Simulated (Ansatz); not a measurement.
## Electronic structure of CsH in real space

The calculation's input:

```
crystal:
  lattice:
    - [-0.0397595216, 3.1495069195, 3.1495069195]
    - [3.1495069195, -0.0397595216, 3.1495069195]
    - [3.1495069195, 3.1495069195, -0.0397595216]
  atoms:
    - { symbol: Cs, position: [0.0, 0.0, 0.0] }
    - { symbol: H, position: [0.5, 0.5, 0.5] }
kpoints:
  mp_grid: { grid: [8, 8, 8] }
  band_path:
    path:
      - [0.0, 0.0, 0.0]
      - [0.5, 0.0, 0.5]
      - [0.625, 0.25, 0.625]
      - [0.375, 0.375, 0.75]
      - [0.5, 0.5, 0.5]
      - [0.5, 0.25, 0.75]
      - [0.0, 0.0, 0.5]
    npoints: 1
hamiltonian:
  xc: r2scan
scf:
  occupations: { method: fixed }
  n_extra_bands: 4
output:
  forces: true
  stress: true
  eigenvalues: true
  write_density: true
  write_potential: true
  elf: true
  volumetric_format: npy
```

Launched as:

```sh
ansatz run input.yaml --threads 4 --pin off --max-ram 3686MiB --backend cpu --events-out ev --progress --plain --runs-dir out
```

Below, planes, directions and counts refer to the conventional cell (a = 4.51 Å, b = 4.51 Å, c = 10.84 Å, α = 90.00°, β = 90.00°, γ = 120.00°).

Space group R-3m; started from the rocksalt prototype, which need not be the ambient phase; changed on purpose from its base cell (shear 111 strain -1.9%).

Level of theory: Ansatz, DFT, r2SCAN, plane waves, PAW.

In a PAW calculation such maps are meaningful between the atoms, not at the nuclei.

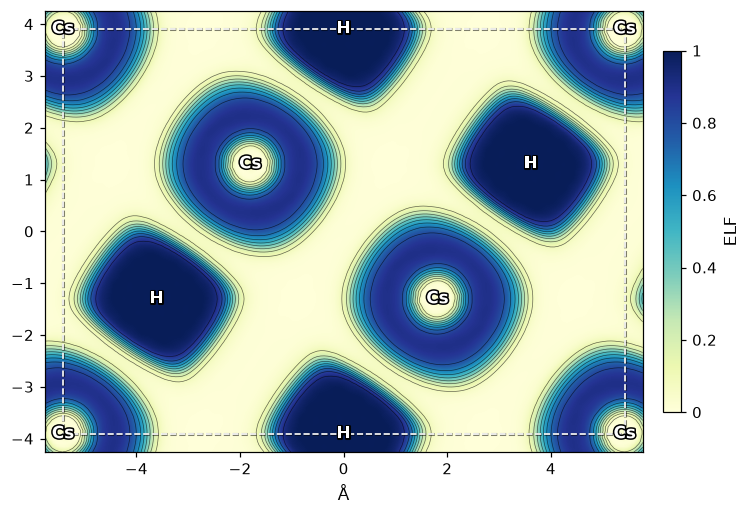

Figure 1. Electron localisation function on the (110) plane of the conventional cell.

### What do the fields say about this system?

Atoms in the plane: Cs and H. Cs–H (3.17 Å): the ELF climbs to about 1 towards the hydrogen. The features right at Cs lie inside the PAW spheres, where the map follows smoothed inner orbitals and isn't to be read closely.

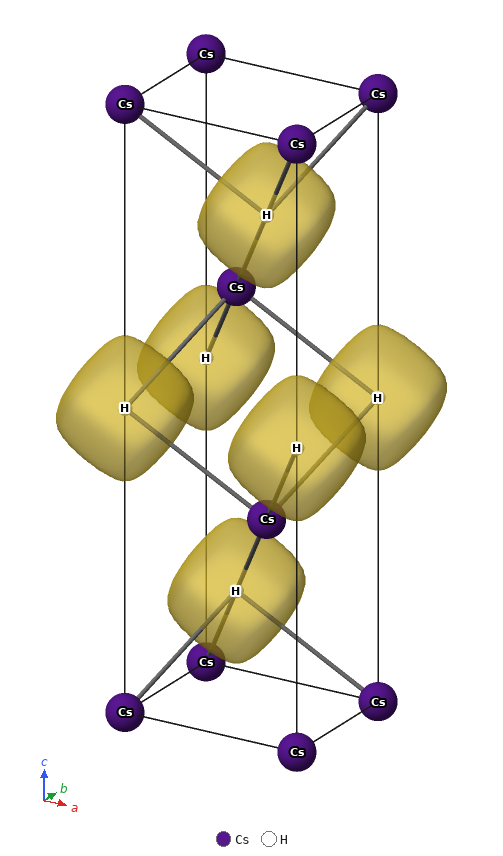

Figure 2. Isosurface of the electron localisation function at 0.75 (yellow), seen slightly off an axis. Core shells and regions of very low density are left out. Sticks mark near contacts.

### What do the ELF domains correspond to?

The ELF exceeds this value in three regions around hydrogen nuclei, counted in one cell of 6 atoms. Any copies at cell faces, edges or corners count once.

### Metal or insulator at this level of theory?

It is gapped, with a Kohn–Sham gap of 2.7 eV on the k-point mesh, an upper bound to the gap of this method.
